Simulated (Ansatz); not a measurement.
System GaN (space group P6_3mc, No. 186); source of the atomic positions: a calculation's input that goes back to an entry of the Crystallography Open Database (an earlier step may have relaxed or displaced it).

```
Ga N
1.0
     3.18000    0.00000    0.00000
    -1.59000    2.75396    0.00000
     0.00000    0.00000    5.16600
Ga N
2 2
Direct
  0.33333 0.66667 0.00000
  0.66667 0.33333 0.50000
  0.33333 0.66667 0.37500
  0.66667 0.33333 0.87500
```

Bonds are taken as Ga–N below 2.2 Å. The graph is simplified in the usual way: terminal and isolated atoms are pruned, two-connected atoms become edges.

Derive the underlying net.

The result is a uninodal 4-connected, three-periodic net: Ga and N are 4-connected nodes. It is the lon net, known from lonsdaleite, wurtzite and tridymite. It is a single net, without interpenetration.

| node | links | point symbol | coordination sequence |
| --- | --- | --- | --- |
| Ga and N | 4 | 6⁶ | 4 12 25 44 67 96 |

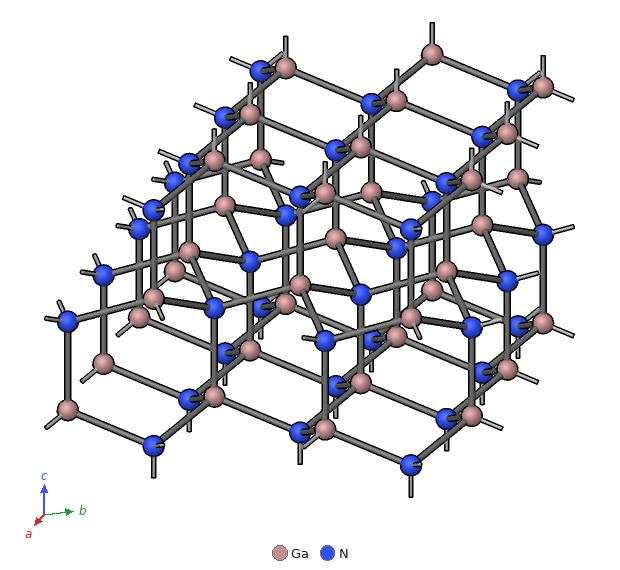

Nodes are coloured by element. Short stubs are edges that leave the cut-out.
